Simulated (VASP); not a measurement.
# Geometry relaxation, with input and output: GeSi$_{2}$ (part 3 of 4)

GeSi$_{2}$ (P4/mmm, 6 atoms in the cell); Kohn-Sham DFT of a periodic cell, PBE, VASP PAW PBE potentials, recommended, no spin polarisation (VASP 6.6.1); cutoff 520 eV, 4×4×4 k-mesh, Gaussian smearing of 0.15 eV. The structure was built on a prototype by a generator; it need not be a known phase.

Geometry of the input (Å; fractional positions):
```
4.9472  0.0000  0.0000
0.0000  4.9472  0.0000
0.0000  0.0000  4.3769
Si 0.6846  0.6846  0.5000
Si 0.3154  0.3154  0.5000
Si 0.3154  0.6846  0.5000
Si 0.6846  0.3154  0.5000
Ge 0.0000  0.0000  0.7409
Ge 0.0000  0.0000  0.2591
```

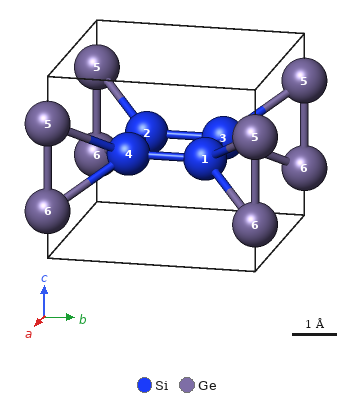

Fig. 1: The starting structure (ball-and-stick view of the cell of the calculation, seen slightly off an axis; atoms are numbered from 1 in the order of the input). An atom can appear more than once, as a periodic image.

**Parts of OUTCAR, continued**
```
 -----------------------------------------------------------------------------------
      5.48857      5.48857      2.66574         0.752526      0.752526     -0.000000
      1.41626      1.41626      2.66574        -0.752526     -0.752526      0.000000
      1.41626      5.48857      2.66574        -0.752526      0.752526     -0.000000
      5.48857      1.41626      2.66574         0.752526     -0.752526      0.000000
      6.90484      6.90484      4.33654        -0.000000      0.000000     -9.537887
      6.90484      6.90484      0.99494        -0.000000      0.000000      9.537887
 -----------------------------------------------------------------------------------
    total drift:                                0.000000      0.000000      0.000000

  FREE ENERGIE OF THE ION-ELECTRON SYSTEM (eV)
  ---------------------------------------------------
  free  energy   TOTEN  =       -23.4847957406 eV

  energy  without entropy=      -23.4736936423  energy(sigma->0) =      -23.47924469

--------------------------------------- Ionic step        3  -------------------------------------------

 number of electron      44.0000768 magnetization

------------------------ aborting loop because EDIFF is reached ----------------------------------------

  FORCE on cell =-STRESS in cart. coord.  units (eV):
  Direction    XX          YY          ZZ          XY          YZ          ZX
  --------------------------------------------------------------------------------------
  -------------------------------------------------------------------------------------
  Total       -5.9411465     -5.9411465     11.5223952      0.0000000     -0.0000000      0.0000000
  in kB      -39.3466816    -39.3466816     76.3098531      0.0000000     -0.0000000      0.0000000
  external PRESSURE =      -0.7945034 kB  Pullay stress =       0.0000000 kB

 VOLUME and BASIS-vectors are now :
 -----------------------------------------------------------------------------
  energy-cutoff  :      520.00
  volume of cell :      241.92
      direct lattice vectors                 reciprocal lattice vectors
     6.776158039  0.000000000  0.000000000     0.147576251 -0.000000000 -0.000000000
     0.000000000  6.776158039 -0.000000000     0.000000000  0.147576251  0.000000000
     0.000000000 -0.000000000  5.268726803     0.000000000  0.000000000  0.189799175

 POSITION                                       TOTAL-FORCE (eV/Angst)
 -----------------------------------------------------------------------------------
      5.35110      5.35110      2.63436         0.720878      0.720878      0.000000
      1.42505      1.42505      2.63436        -0.720878     -0.720878      0.000000
      1.42505      5.35110      2.63436        -0.720878      0.720878      0.000000
      5.35110      1.42505      2.63436         0.720878     -0.720878      0.000000
      0.00000     -0.00000      4.26488        -0.000000      0.000000     -8.666070
      0.00000     -0.00000      1.00384        -0.000000     -0.000000      8.666070
 -----------------------------------------------------------------------------------
    total drift:                               -0.000000      0.000000      0.000000

  FREE ENERGIE OF THE ION-ELECTRON SYSTEM (eV)
  ---------------------------------------------------
  free  energy   TOTEN  =       -23.8496839383 eV

  energy  without entropy=      -23.8413961046  energy(sigma->0) =      -23.84554002

 E-fermi :   4.3036     XC(G=0):  -8.8096     alpha+bet :-10.0130

 val. band max:        4.3014853619   @ k =   0.5000   0.2500   0.5000
 cond. band min:       4.3125671504   @ k =   0.5000   0.2500   0.2500
 fundamental gap:      0.0110817886
 Fermi energy:         4.3035822813

 k-point     1 :       0.0000    0.0000    0.0000
  band No.  band energies     occupation
      1     -20.9636      2.00000
      2     -20.6611      2.00000
      3     -20.6611      2.00000
      4     -20.4412      2.00000
      5     -20.4101      2.00000
      6     -20.3902      2.00000
      7     -20.3627      2.00000
      8     -20.3061      2.00000
      9     -20.3061      2.00000
     10     -20.1417      2.00000
     11      -9.2837      2.00000
     12      -3.8366      2.00000
     13      -3.6124      2.00000
     14      -3.6124      2.00000
     15      -1.7872      2.00000
     16      -1.6796      2.00000
     17       0.1436      2.00000
     18       1.3218      2.00000
     19       1.3218      2.00000
     20       1.3900      2.00000
     21       3.2793      2.00000
     22       3.2793      2.00000
     23       5.0234      0.00000
     24       5.1992      0.00000
     25       7.2723      0.00000
     26       7.5597      0.00000

 k-point     2 :       0.2500    0.0000    0.0000
  band No.  band energies     occupation
      1     -20.9637      2.00000
      2     -20.6611      2.00000
      3     -20.6611      2.00000
      4     -20.4415      2.00000
      5     -20.4102      2.00000
      6     -20.3903      2.00000
      7     -20.3626      2.00000
      8     -20.3062      2.00000
      9     -20.3061      2.00000
     10     -20.1417      2.00000
     11      -9.1966      2.00000
     12      -4.9038      2.00000
     13      -3.3987      2.00000
     14      -2.7880      2.00000
     15      -1.7201      2.00000
     16      -1.4128      2.00000
     17      -0.4925      2.00000
     18       0.3852      2.00000
     19       1.2180      2.00000
     20       2.6571      2.00000
     21       3.4244      2.00000
     22       3.7571      2.00000
     23       6.0757      0.00000
     24       6.2137      0.00000
     25       6.3864      0.00000
     26       6.6599      0.00000

 k-point     3 :       0.5000    0.0000    0.0000
  band No.  band energies     occupation
      1     -20.9637      2.00000
      2     -20.6611      2.00000
      3     -20.6611      2.00000
      4     -20.4415      2.00000
      5     -20.4101      2.00000
      6     -20.3903      2.00000
      7     -20.3626      2.00000
      8     -20.3061      2.00000
      9     -20.3061      2.00000
     10     -20.1417      2.00000
     11      -9.0994      2.00000
     12      -5.4274      2.00000
     13      -3.0791      2.00000
     14      -2.5209      2.00000
     15      -1.6470      2.00000
     16      -1.3642      2.00000
     17      -0.7899      2.00000
     18      -0.5424      2.00000
     19       2.2258      2.00000
     20       3.1347      2.00000
     21       3.6081      2.00000
     22       3.9884      1.99703
     23       6.0164      0.00000
     24       6.4744      0.00000
     25       6.6093      0.00000
     26       7.1019      0.00000

 k-point     4 :       0.2500    0.2500    0.0000
  band No.  band energies     occupation
      1     -20.9637      2.00000
      2     -20.6611      2.00000
      3     -20.6610      2.00000
      4     -20.4415      2.00000
      5     -20.4101      2.00000
      6     -20.3902      2.00000
      7     -20.3625      2.00000
      8     -20.3062      2.00000
      9     -20.3061      2.00000
     10     -20.1416      2.00000
     11      -9.1182      2.00000
     12      -4.8820      2.00000
     13      -4.1485      2.00000
     14      -2.2936      2.00000
     15      -1.9508      2.00000
     16      -1.6579      2.00000
     17      -0.4970      2.00000
     18       1.2665      2.00000
     19       2.2228      2.00000
     20       2.7270      2.00000
     21       2.9901      2.00000
     22       3.3708      2.00000
     23       5.6634      0.00000
     24       6.3011      0.00000
     25       6.3482      0.00000
     26       7.4466      0.00000

 k-point     5 :       0.5000    0.2500    0.0000
  band No.  band energies     occupation
      1     -20.9637      2.00000
      2     -20.6611      2.00000
      3     -20.6610      2.00000
      4     -20.4415      2.00000
      5     -20.4101      2.00000
      6     -20.3903      2.00000
      7     -20.3625      2.00000
      8     -20.3062      2.00000
      9     -20.3061      2.00000
     10     -20.1417      2.00000
     11      -9.0320      2.00000
     12      -5.1505      2.00000
     13      -4.0144      2.00000
     14      -2.8524      2.00000
     15      -2.1673      2.00000
     16      -1.5908      2.00000
     17       0.4220      2.00000
     18       1.1422      2.00000
     19       2.4313      2.00000
     20       3.1234      2.00000
     21       3.5583      2.00000
     22       4.2094      1.62560
     23       4.9938      0.00000
     24       5.3696      0.00000
     25       5.4764      0.00000
     26       6.7247      0.00000

 [... the levels of 12 k-points are left out ...]

 k-point    18 :       0.5000    0.5000    0.5000
  band No.  band energies     occupation
      1     -20.7587      2.00000
      2     -20.5675      2.00000
      3     -20.5675      2.00000
      4     -20.4259      2.00000
      5     -20.4057      2.00000
      6     -20.4055      2.00000
      7     -20.4055      2.00000
      8     -20.3979      2.00000
      9     -20.3747      2.00000
     10     -20.3458      2.00000
     11      -8.1200      2.00000
     12      -6.0286      2.00000
     13      -4.1976      2.00000
     14      -4.1976      2.00000
     15      -3.8530      2.00000
     16       0.7369      2.00000
     17       0.7369      2.00000
     18       2.7038      2.00000
     19       2.7038      2.00000
     20       2.9067      2.00000
     21       3.6373      2.00000
     22       4.6960      0.00022
     23       5.0629      0.00000
     24       5.1010      0.00000
     25       6.7249      0.00000
     26       6.7259      0.00000

[... ionic steps 4 to 19 ...]

--------------------------------------- Ionic step       20  -------------------------------------------

 number of electron      43.9999828 magnetization

------------------------ aborting loop because EDIFF is reached ----------------------------------------

  FORCE on cell =-STRESS in cart. coord.  units (eV):
  Direction    XX          YY          ZZ          XY          YZ          ZX
  --------------------------------------------------------------------------------------
  -------------------------------------------------------------------------------------
  Total       -0.5204363     -0.5204363     -0.2683516      0.0000000     -0.0000000      0.0000000
  in kB       -5.2138899     -5.2138899     -2.6884287      0.0000000     -0.0000000      0.0000000
  external PRESSURE =      -4.3720695 kB  Pullay stress =       0.0000000 kB

 VOLUME and BASIS-vectors are now :
 -----------------------------------------------------------------------------
  energy-cutoff  :      520.00
  volume of cell :      159.92
      direct lattice vectors                 reciprocal lattice vectors
     5.158333519 -0.000000000  0.000000000     0.193861059  0.000000000 -0.000000000
    -0.000000000  5.158333519  0.000000000    -0.000000000  0.193861059  0.000000000
     0.000000000 -0.000000000  6.010318213    -0.000000000 -0.000000000  0.166380542

 POSITION                                       TOTAL-FORCE (eV/Angst)
 -----------------------------------------------------------------------------------
      3.75679      3.75679      3.00516        -0.047494     -0.047494      0.000000
      1.40154      1.40154      3.00516         0.047494      0.047494      0.000000
      1.40154      3.75679      3.00516         0.047494     -0.047494      0.000000
      3.75679      1.40154      3.00516        -0.047494      0.047494      0.000000
      0.00000      0.00000      4.65740        -0.000000      0.000000     -0.090658
      0.00000      0.00000      1.35292         0.000000     -0.000000      0.090658
 -----------------------------------------------------------------------------------
    total drift:                               -0.000000     -0.000000      0.000000

  FREE ENERGIE OF THE ION-ELECTRON SYSTEM (eV)
  ---------------------------------------------------
  free  energy   TOTEN  =       -27.8003895048 eV

  energy  without entropy=      -27.7770258416  energy(sigma->0) =      -27.78870767

--------------------------------------- Ionic step       21  -------------------------------------------

 number of electron      43.9999830 magnetization

------------------------ aborting loop because EDIFF is reached ----------------------------------------

  FORCE on cell =-STRESS in cart. coord.  units (eV):
  Direction    XX          YY          ZZ          XY          YZ          ZX
  --------------------------------------------------------------------------------------
  -------------------------------------------------------------------------------------
  Total       -0.3529959     -0.3529959     -0.2319495      0.0000000      0.0000000      0.0000000
  in kB       -3.5376543     -3.5376543     -2.3245512      0.0000000      0.0000000      0.0000000
  external PRESSURE =      -3.1332866 kB  Pullay stress =       0.0000000 kB

 VOLUME and BASIS-vectors are now :
 -----------------------------------------------------------------------------
  energy-cutoff  :      520.00
  volume of cell :      159.87
      direct lattice vectors                 reciprocal lattice vectors
     5.158064827 -0.000000000  0.000000000     0.193871158  0.000000000 -0.000000000
    -0.000000000  5.158064827  0.000000000    -0.000000000  0.193871158  0.000000000
     0.000000000 -0.000000000  6.008848880    -0.000000000 -0.000000000  0.166421226

 POSITION                                       TOTAL-FORCE (eV/Angst)
 -----------------------------------------------------------------------------------
      3.75616      3.75616      3.00442        -0.036188     -0.036188     -0.000000
      1.40191      1.40191      3.00442         0.036188      0.036188      0.000000
      1.40191      3.75616      3.00442         0.036188     -0.036188      0.000000
      3.75616      1.40191      3.00442        -0.036188      0.036188     -0.000000
      0.00000      0.00000      4.65668        -0.000000      0.000000     -0.105606
      0.00000      0.00000      1.35217         0.000000     -0.000000      0.105606
 -----------------------------------------------------------------------------------
    total drift:                               -0.000000     -0.000000      0.000000

  FREE ENERGIE OF THE ION-ELECTRON SYSTEM (eV)
  ---------------------------------------------------
  free  energy   TOTEN  =       -27.8005051702 eV

  energy  without entropy=      -27.7770723409  energy(sigma->0) =      -27.78878876

--------------------------------------- Ionic step       22  -------------------------------------------

 number of electron      43.9999808 magnetization

 Free energy of the ion-electron system (eV)
  ---------------------------------------------------
  ext. energy  EPLUGINS =         0.00000000
  ---------------------------------------------------
  free energy    TOTEN  =       -27.80079089 eV

  energy without entropy =      -27.77611092  energy(sigma->0) =      -27.78845091

 E-fermi :   3.7756     XC(G=0):  -8.2035     alpha+bet : -9.0070

 val. band max:        3.7722877046   @ k =   0.2500   0.2500   0.5000
 cond. band min:       3.9136240272   @ k =   0.2500   0.2500   0.2500
 fundamental gap:      0.1413363226
 Fermi energy:         3.7756014561

 k-point     1 :       0.0000    0.0000    0.0000
  band No.  band energies     occupation
      1     -21.0774      2.00000
      2     -21.0367      2.00000
      3     -21.0367      2.00000
      4     -20.9902      2.00000
      5     -20.9902      2.00000
      6     -20.9848      2.00000
      7     -20.9794      2.00000
      8     -20.9745      2.00000
      9     -20.9695      2.00000
     10     -20.9483      2.00000
     11      -9.0701      2.00000
     12      -4.9218      2.00000
     13      -4.2718      2.00000
     14      -3.6541      2.00000
     15      -3.6541      2.00000
     16      -1.7501      2.00000
     17      -1.3365      2.00000
     18       0.9726      2.00000
     19       0.9726      2.00000
     20       1.9796      2.00000
     21       1.9796      2.00000
     22       2.2021      2.00000
     23       2.7447      2.00000
     24       4.3626      0.00000
     25       5.9162      0.00000
     26       5.9162      0.00000
```
